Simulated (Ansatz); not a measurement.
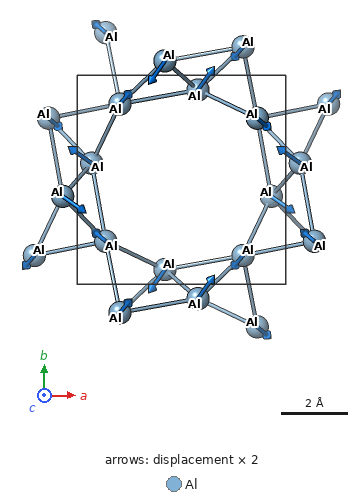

This is a relaxation of a crystal of Al (a generated structure, set up in P4_3) (coarse preliminary run). The starting structure is drawn; blue arrows show the displacements (the part carried along by the change of the cell is left out), 2 times their true length.

A ball-and-stick model of the cell of the calculation, seen along the c axis.

Method: Ansatz 0.2.0, DFT PBE, scalar-relativistic, plane waves, PAW. Set-up: plane-wave cutoff 420 eV; k-point mesh 4 × 4 × 4; occupations gaussian; smearing width 0.1 eV; no spin polarisation; cell and atoms relaxed; force threshold 0.04 eV/Å; at most 70 steps.

### What did the optimiser do to the structure, and how much energy did it gain?

The largest moves relative to the cell, 0.52 Å, are those of Al atoms. The drawn cell changes as follows: a = b 6.328 → 6.736 Å (+6.4 %), c 4.273 → 4.631 Å (+8.4 %); the volume changes by +22.8 %. Some distances before and after: Al–Al 3.249 → 2.657 Å, Al–Al 2.520 → 2.813 Å, Al–Al 2.451 → 2.690 Å, Al–Al 2.460 → 2.662 Å. Bond angles that change, for instance: Al–Al–Al 126.1° → 155.7°, Al–Al–Al 108.7° → 134.2°, Al–Al–Al 81.4° → 58.0°. The space group stays P4_3 (No. 78). Over 7 accepted moves (8 points after the start) the energy falls by 270 meV per atom. Largest force component: 0.85 eV/Å at the start, 0.026 eV/Å at the end. Pressure: 12.07 GPa at the start and 0.17 GPa at the end. The SCF was repeated once at an unchanged geometry on a basis and grid sized afresh for the cell, which shifted the energy by 3.4 meV per atom at most. Cost: 72 s on 1 thread of Arm Neoverse V1 (shared host), peak memory 0.37 GiB.
